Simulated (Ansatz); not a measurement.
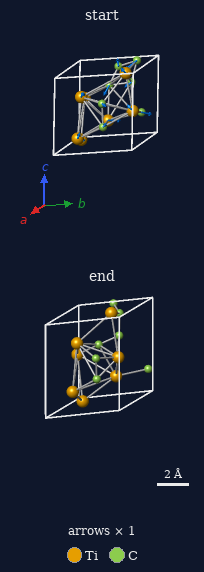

The structure of an amorphous cell of composition TiC (coarse preliminary run) before (top) and after (bottom) a relaxation, at one scale. The blue arrows give the displacements (the part carried along by the change of the cell is left out), at their true length.

A ball-and-stick model of the cell of the calculation, seen slightly off an axis.

Case: atoms packed at random at 1.00 times the crystal's volume.

Level of theory: DFT PBE, scalar-relativistic, plane waves, PAW (Ansatz 0.2.0). Settings: plane-wave cutoff 420 eV; k-point mesh 3 × 3 × 3; occupations gaussian; smearing width 0.1 eV; no spin polarisation; cell and atoms relaxed; force threshold 0.04 eV/Å; at most 70 steps.

Q: Summarise the run.

A: A C atom moves most relative to the cell: 1.05 Å along [2 −2 −1]. Largest moves by element: C 1.05 Å, Ti 1.01 Å. The volume changes by +13.7 %, with a 4.849 → 5.103 Å (+5.3 %), b 5.676 → 5.172 Å (−8.9 %), c 5.247 → 6.326 Å (+20.6 %), α 80.9° → 81.1°, β 92.9° → 94.7°, γ 89.0° → 100.6°. Among the contacts that change: C–C 1.506 → 3.149 Å, Ti–Ti 2.640 → 4.114 Å, C–C 1.744 → 3.160 Å, Ti–Ti 2.642 → 3.969 Å. New bonds form: C–Ti (3.22 → 2.21 Å), Ti–Ti (3.87 → 3.15 Å), Ti–Ti (4.17 → 3.17 Å), Ti–Ti (4.18 → 3.20 Å). Bonds break: C–C (1.51 → 2.38 Å), C–C (1.51 → 3.15 Å), Ti–Ti (2.64 → 3.97 Å), Ti–Ti (2.64 → 4.11 Å). Bond angles that change, for instance: Ti–C–C 107.7° → 172.1°, Ti–C–Ti 68.6° → 125.2°, Ti–C–C 162.4° → 112.7°. The energy falls by 994 meV per atom in 28 accepted moves (39 points after the start). The largest force component goes from 4.2 to 0.027 eV/Å. Pressure: 18.39 GPa at the start and −0.01 GPa at the end. The line search rejected the trial steps at points 9, 13, 18, 25, 28, 32, 34, 37 of the run. The SCF was repeated 3 times at an unchanged geometry on a basis and grid sized afresh for the cell, which shifted the energy by 10.3 meV per atom at most. The run took 3.2 min on 2 threads of Intel(R) Xeon(R) 6975P-C (Granite Rapids) (shared host), peak memory 0.54 GiB.

Limits of the set-up: the k-point mesh is coarse for a cell with partly filled bands; the periodic images lie only 4.8 Å apart, so the values are limited by the cell's size.
